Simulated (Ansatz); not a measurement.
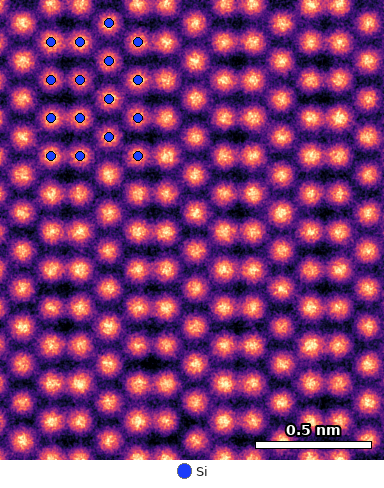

HAADF-like image of Si (P6/mmm, No. 191) along [102]. Simulation: incoherent imaging, intensity Z^1.7 per atom, probe width 0.90 Å, thin sample. The probe carries 25 % of its weight in a tail 2.5 times as wide. Shot noise and the speckle of an amorphous layer were added. Structure: the end point of a relaxation with DFT r2SCAN, scalar-relativistic, plane waves, PAW (Ansatz); the starting structure was generated, so it need not be a known form of this composition.

Coloured dots in one corner mark the columns of the model.

Question: What can be read from this image?

Answer: The columns repeat on a rectangular net of 1.67 × 3.81 Å (plane group p2mm). All columns are alike (Si). The shortest distance between visible columns is 1.27 Å in projection. Along the beam the structure repeats every 6.76 Å.
